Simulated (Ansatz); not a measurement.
## Run report: Zn, geometry relaxation

Zn (P6₃/mmc, 2 atoms in the cell), computed with DFT, PBE, all-electron LAPW, scalar-relativistic, no spin polarisation (Ansatz 0.2.0).

It belongs to a series of runs on one base structure; here: hcp relaxed under pressure, LAPW.

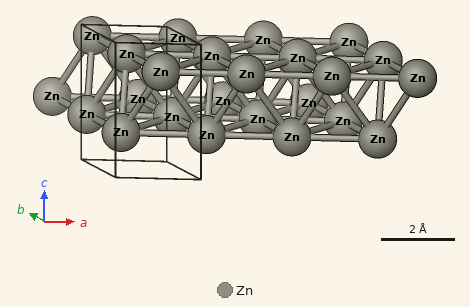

**Figure 1.** The structure as given in the input (ball-and-stick view of the cell of the calculation, repeated 4 × 3 × 1, seen slightly off an axis). Near neighbours in the crystal (not all of them lie inside the picture): Zn has 12 Zn at 2.35 to 2.37 Å.

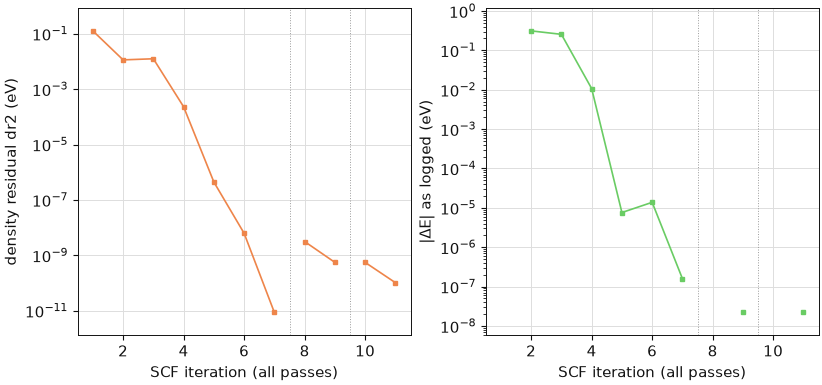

**Figure 2.** Convergence of the self-consistent field: density residual dr2 and size of the energy change against the SCF iteration. The dotted lines part the SCF passes of the relaxation: geometry steps, rejected trials and re-solves on a re-selected basis. The passes take 7, 2 and 2 iterations.

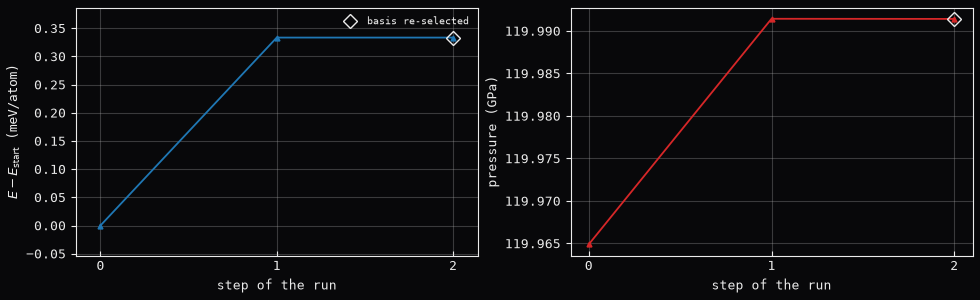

**Figure 3.** Progress of the relaxation, step by step (the first geometry is step 0 here and step 1 in the log). No atom moves by more than 0.005 Å. The cell doesn't change. The space group stays P6_3/mmc (No. 194). Over 1 geometry step the energy rises by 0.3 meV per atom. All forces vanish by symmetry, so only the cell relaxes. Pressure: 119.96 GPa at the start and 119.99 GPa at the end. A last SCF at the same geometry on a re-selected plane-wave basis shifts the energy by next to nothing (0.0 meV per atom). (Atoms are counted from 1 in the order of the input.)

The input and output of the run follow.

### Input
```yaml
crystal:
  lattice:
    - [2.3672304724, 0.0, 0.0]
    - [-1.1836152362, 2.0500817258, 0.0]
    - [0.0, 0.0, 3.8122023538]
  atoms:
    - { symbol: Zn, position: [0.3333333333, 0.6666666667, 0.25] }
    - { symbol: Zn, position: [0.6666666667, 0.3333333333, 0.75] }
kpoints:
  mp_grid: { grid: [19, 19, 10] }
scf:
  occupations: { method: fermi_dirac, width: 0.1 }
hamiltonian:
  xc: pbe
  pseudopotentials: { kind: all_electron, lapw: { basis_error: 0.0005 } }
output:
  forces: true
  stress: true
  eigenvalues: true
relax:
  f_tol: 0.005
  max_steps: 12
  cell: { p_target: 120.0, stress_tol: 0.06 }
```

Launched with:
```bash
ansatz run input.yaml --threads 2 --pin off --max-ram 5120MiB --backend cpu --events-out ev --progress --plain --runs-dir out
```

### Log
```
The last accepted step is kept in [file] (removed where the run ends without a failure and the disk answers)
LAPW: plane waves up to 10.441 Å⁻¹, error target 5.0e-4 eV per atom; small_component_spin mean_spin; Zn in spheres of 1.138 Å, 20 of its electrons in bands, Dirac shells [] (how accurate: hamiltonian.pseudopotentials.lapw.basis_error, Limitations)
Engine: ansatz 0.2.0, aarch64-unknown-linux-gnu
Pseudopotentials: kind: all_electron
Pseudopotential: Zn, LAPW, valence charge 20, lapw/all_electron/scalar/gaussian/Zn, Koelling and Harmon's equation, gaussian nucleus
Functional definition: PBE
  parameter kappa = 0.804
  parameter beta = 0.06672455060314922
  exchange = pbe_x(kappa = kappa, mu = beta*pi^2/3)
  correlation = pbe_c(beta = beta)
Crystal: 2 atoms, lattice volume = 18.501 Å³
Basis set: ecut = 415.33946127292825 eV, 349 PW (Γ), exchange–correlation at level 2
Bands: 24, of which v1, the nominal top of the filled ones, is band 20 counted from 1 (19 counted from 0)
Symmetry: 24 space group operations
Space group: P63/mmc (ITA 194), of the structure as read, at distance tolerance 2.6e-5 Å
k-points: 240 of 3610
Non-local potential: Zn, projectors of the file, none
Initial density: superposition of atomic densities (chi_scale 0.1, normalization cell)
Initial wavefunctions: plane waves of lowest kinetic energy (no species holds an atomic orbital)
Functional: x = pbe(κ = 0.804, μ = 0.2195149727645171), c = pbe(β = 0.06672455060314922)
iter 1 solved again at ethr=3.15e-4 eV; its pass at ethr=1.00e-1 eV (dr2=1.26e-1 eV) is discarded
SCF iter   1: F=—  HF=-97743.973631 eV  |F-HF|=—  |Δ(HF+E_count)|=         —  Δρ=4.05e-2  dr2=1.27e-1  ethr=3.15e-4  ⟨swp⟩=2.8  Hψ=40281  notcnv=0
preconditioner: auto → none  [metal: Δε(μ)=0.065 eV  Ē_g=16.408 eV  σ=0.100 eV  W_gap=0.16  n_scr=8 (ndim 8)  ℏωp=42.3 eV  f_vac=0.000  D(μ)=0.13/eV (n_scr^D=0)  sad-step TF]
iter 2 solved again at ethr=2.86e-5 eV; its pass at ethr=3.15e-4 eV (dr2=1.14e-2 eV) is discarded
SCF iter   2: F=—  HF=-97743.661952 eV  |F-HF|=—  |Δ(HF+E_count)|=   3.12e-1  Δρ=9.79e-3  dr2=1.14e-2  ethr=2.86e-5  ⟨swp⟩=2.0  Hψ=31234  notcnv=0
SCF iter   3: F=—  HF=-97743.406559 eV  |F-HF|=—  |Δ(HF+E_count)|=   2.55e-1  Δρ=1.19e-2  dr2=1.25e-2  ethr=2.86e-5  ⟨swp⟩=3.0  Hψ=19321  notcnv=0
SCF iter   4: F=—  HF=-97743.395862 eV  |F-HF|=—  |Δ(HF+E_count)|=   1.07e-2  Δρ=1.58e-3  dr2=2.31e-4  ethr=2.86e-5  ⟨swp⟩=2.0  Hψ=16144  notcnv=0
SCF iter   5: F=—  HF=-97743.395870 eV  |F-HF|=—  |Δ(HF+E_count)|=   7.60e-6  Δρ=8.54e-5  dr2=4.43e-7  ethr=5.78e-7  ⟨swp⟩=2.0  Hψ=16143  notcnv=0
SCF iter   6: F=—  HF=-97743.395856 eV  |F-HF|=—  |Δ(HF+E_count)|=   1.38e-5  Δρ=8.94e-6  dr2=6.24e-9  ethr=1.11e-9  ⟨swp⟩=3.0  Hψ=19073  notcnv=0
SCF iter   7: F=-97743.395856 eV  HF=-97743.395856 eV  |F-HF|=4.95e-10  |Δ(HF+E_count)|=   1.59e-7  Δρ=3.56e-7  dr2=8.66e-12  ethr=1.56e-11  ⟨swp⟩=3.0  Hψ=19072  notcnv=0
SCF 1 converged in 7 iterations: F = -97743.395856 eV  dr2 = 8.66e-12
relax step   1: F+E_penalty+E_count = -97743.39585555 eV  Δ(F+E_penalty+E_count) = +0.000e0 eV  max|allowed force component| = 2.220e-16 eV/Å  Δτ_max = 0.0000 Å  P = +119.965 GPa  Ω = 18.501 Å³  (7 SCF iters, accepted)
Crystal: 2 atoms, lattice volume = 18.500 Å³
Basis set: ecut = 415.3527793681963 eV, 349 PW (Γ), exchange–correlation at level 2
Initial density: handed on by an earlier stage of this run
Initial wavefunctions: those handed on with the density
iter 1 solved again at ethr=1.64e-12 eV; its pass at ethr=1.00e-1 eV (dr2=6.58e-10 eV) is discarded
SCF iter   1: F=—  HF=-97743.395189 eV  |F-HF|=—  |Δ(HF+E_count)|=         —  Δρ=4.58e-6  dr2=3.15e-9  ethr=2.31e-12 (applied; sched 1.64e-12)  ⟨swp⟩=5.2  Hψ=37190  notcnv=0
preconditioner: auto → none  [metal: Δε(μ)=0.073 eV  Ē_g=17.255 eV  σ=0.100 eV  W_gap=0.18  n_scr=8 (ndim 8)  ℏωp=42.3 eV  f_vac=0.000  D(μ)=0.13/eV (n_scr^D=0)]
SCF iter   2: F=-97743.395189 eV  HF=-97743.395189 eV  |F-HF|=1.46e-11  |Δ(HF+E_count)|=   2.27e-8  Δρ=1.94e-6  dr2=5.57e-10  ethr=1.64e-12  ⟨swp⟩=2.3  Hψ=16213  notcnv=0
SCF 2 converged in 2 iterations: F = -97743.395189 eV  dr2 = 5.57e-10
relax step   2: F+E_penalty+E_count = -97743.39518938 eV  Δ(F+E_penalty+E_count) = +6.662e-4 eV  max|allowed force component| = 1.989e-16 eV/Å  Δτ_max = 0.0000 Å  P = +119.991 GPa  Ω = 18.500 Å³  (2 SCF iters, accepted)
iter 1 solved again at ethr=1.39e-12 eV; its pass at ethr=1.00e-1 eV (dr2=5.57e-10 eV) is discarded
SCF iter   1: F=—  HF=-97743.395189 eV  |F-HF|=—  |Δ(HF+E_count)|=         —  Δρ=1.94e-6  dr2=5.56e-10  ethr=1.39e-12  ⟨swp⟩=2.2  Hψ=25997  notcnv=0
SCF iter   2: F=-97743.395189 eV  HF=-97743.395189 eV  |F-HF|=8.73e-11  |Δ(HF+E_count)|=   2.20e-8  Δρ=8.42e-7  dr2=1.03e-10  ethr=1.60e-12 (applied; sched 1.39e-12)  ⟨swp⟩=2.0  Hψ=16143  notcnv=0
SCF 3 converged in 2 iterations: F = -97743.395189 eV  dr2 = 1.03e-10
relax step   3: F+E_penalty+E_count = -97743.39518938 eV  Δ(F+E_penalty+E_count) = -1.601e-10 eV  max|allowed force component| = 2.082e-16 eV/Å  Δτ_max = 0.0000 Å  P = +119.991 GPa  Ω = 18.500 Å³  stress off target by 3.34e-2 GPa  SCF on the basis re-selected at this cell (its energy is not comparable with the rows above)  (2 SCF iters)
basis re-selected at this cell: Δ(F+E_penalty+E_count) = -1.601e-10 eV, ΔP = -0.000 GPa vs the last step (what re-selecting the basis moved, after the strain that the cell walked since its last selection, with what the two solves' SCF thresholds leave and, on support functions, any second-order correction that the steps lacked; it is no measure of the basis error at this ecutwfc). This SCF's stress stands 3.34e-2 GPa from its target on what of the cell is left free (relax.cell.stress_tol is 6.00e-2 GPa) and its largest allowed force component is 2.08e-16 eV/Å (relax.f_tol is 5.00e-3 eV/Å): within both
SCF converged after 2 iterations
Free energy (F): -97743.395189 eV
Harris-Foulkes:  -97743.395189 eV  (|F-HF|=8.73e-11)
Internal energy: -97743.390558 eV  (E = F + TS)
E sigma→0 (E₀):  -97743.392874 eV
Entropy (-TS):   -0.004632 eV (-2.316 meV/atom)
Fermi energy:    26.101450 eV
--- Per-component energies (eV) ---
  E_band       = -697.328763
  E_kinetic    = 99583.110648
  E_xc         = -3908.249368
  E_electrostatic = -193418.251838  (all electrons and nuclei)
  E_smearing   = -0.004632  (= −TS)
  E_closure    = 0.000000  (closes the sum)
  E_atoms      = -97743.829811  (free atoms, spherical and without spin; not in F)
  Σ components = -97743.395189   (vs F -97743.395189, Δ=0.00e0)
  Basis errors (estimates in eV, not in F): energy 1.1e-4 per atom: plane waves 1.1e-4 (5.6e-5 summed), levels above the bands 3.8e-41, relativity 7.3e-9, radial functions 6.7e-6, core shells 2.0e-10; eigenvalues (radial functions only) 5.3e-7; not estimated: angular momenta, meshes, grids; target (lapw.basis_error) 5.0e-4; muffin-tin radii Zn 1.138 Å
--- Forces (eV/Å), atoms counted from 1 ---
  atom   1  Zn    -0.00000000    -0.00000000     0.00000000
  atom   2  Zn     0.00000000     0.00000000     0.00000000
  max |Σ_I F_I| component: 2.78e-17 eV/Å
--- Stress (GPa, compression-positive) ---
      120.003808       0.000000       0.000000
        0.000000     120.003808       0.000000
        0.000000       0.000000     119.966632
  P = ⅓ Tr σ = 119.9914 GPa (1199.914 kbar)
--- Band table (eV; the first three rows and the last of 240) ---
  k-point 0: bands = ["-102.8017", "-102.7744", "-57.0390", "-56.8877", "-56.8877", "-56.8612", "-56.8602", "-56.8602", "10.1146", "13.8141", "15.7893", "15.8121", "15.8121", "16.0533", "16.0533", "16.3150", "16.3150", "17.2227", "17.2227", "19.9669", "25.4046", "45.5107", "46.3309", "46.3309"]
  k-point 1: bands = ["-102.8011", "-102.7751", "-57.0347", "-56.8870", "-56.8870", "-56.8656", "-56.8608", "-56.8608", "10.2245", "13.8092", "15.7698", "15.7862", "15.7862", "16.0311", "16.0311", "16.3696", "16.3696", "17.2176", "17.2176", "19.3290", "26.2539", "45.5260", "46.4448", "46.4448"]
  k-point 2: bands = ["-102.7991", "-102.7770", "-57.0221", "-56.8851", "-56.8851", "-56.8783", "-56.8628", "-56.8628", "10.5496", "13.7731", "15.7171", "15.7391", "15.7391", "15.9714", "15.9714", "16.4999", "16.4999", "17.1976", "17.1976", "18.0705", "28.1649", "44.9812", "45.6269", "46.7818"]
  k-point 239: bands = ["-102.7702", "-102.7702", "-57.0004", "-57.0004", "-56.9586", "-56.9586", "-56.8943", "-56.8943", "14.7955", "14.7955", "15.1241", "15.1241", "15.6769", "15.6769", "16.3967", "16.3967", "17.2618", "17.2618", "24.9942", "24.9942", "27.4008", "27.4008", "29.4173", "29.4173"]
--- Relaxed structure (2 steps of the walk, 2 accepted, 1 SCFs on fresh bases) ---
  F+E_penalty+E_count = -97743.39518938 eV   max|allowed force component| = 2.082e-16 eV/Å   (the final SCF, on the basis selected at the relaxed cell)
  cell:  # Å, volume = 18.4998 Å³
    - [2.3672296863739763, 0.0, 0.0]
    - [-1.1836148431869882, 2.050081044992533, 0.0]
    - [0.0, 0.0, 3.8120215321920488]
  atoms:
    - { symbol: Zn, position: [0.33333333333333337, 0.6666666666666667, 0.25] }
    - { symbol: Zn, position: [0.6666666666666667, 0.33333333333333337, 0.75] }
```

### Trajectory as extended XYZ (Å, eV, eV/Å), 3 frames, from step=1 to step=3
```
2
Lattice="2.3672 0.0000 0.0000 -1.1836 2.0501 0.0000 0.0000 0.0000 3.8122" Properties=species:S:1:pos:R:3:forces:R:3 step=1 energy=-97743.39586 pressure_GPa=119.96
Zn    0.0000    1.3667    0.9531    0.0000   0.0000   0.0000
Zn    1.1836    0.6834    2.8592    0.0000   0.0000   0.0000
2
Lattice="2.3672 0.0000 0.0000 -1.1836 2.0501 0.0000 0.0000 0.0000 3.8120" Properties=species:S:1:pos:R:3:forces:R:3 step=2 energy=-97743.39519 pressure_GPa=119.99
Zn    0.0000    1.3667    0.9530    0.0000   0.0000   0.0000
Zn    1.1836    0.6834    2.8590    0.0000   0.0000   0.0000
2
Lattice="2.3672 0.0000 0.0000 -1.1836 2.0501 0.0000 0.0000 0.0000 3.8120" Properties=species:S:1:pos:R:3:forces:R:3 step=3 energy=-97743.39519 pressure_GPa=119.99
Zn    0.0000    1.3667    0.9530    0.0000   0.0000   0.0000
Zn    1.1836    0.6834    2.8590    0.0000   0.0000   0.0000
```

### Results in brief

```json
{"quantity": "outcome", "value": "converged"}
{"quantity": "space group (tolerance 0.01 Å)", "value": "P6₃/mmc (194)"}
{"quantity": "electrons in bands (core shells apart)", "value": "40"}
{"quantity": "free energy", "value": "−97743.3952 eV"}
{"quantity": "Fermi energy", "value": "26.101 eV"}
{"quantity": "pressure", "value": "119.99 GPa"}
{"quantity": "final volume", "value": "18.50 Å³"}
{"quantity": "largest force (length of the vector) at the end", "value": "under 0.001 eV/Å"}
{"quantity": "final cell", "value": "a = 2.367 Å, b = 2.367 Å, c = 3.812 Å, α = 90.00°, β = 90.00°, γ = 120.00°"}
{"quantity": "hardware", "value": "2 threads of Arm Neoverse V2, 24 GiB of memory available, shared host"}
{"quantity": "wall time", "value": "43 s (CPU time 84 s)"}
{"quantity": "peak memory", "value": "0.78 GiB"}
```

### Remarks

The cell was relaxed to the target pressure of the input; what is minimised is then the enthalpy E + pV.
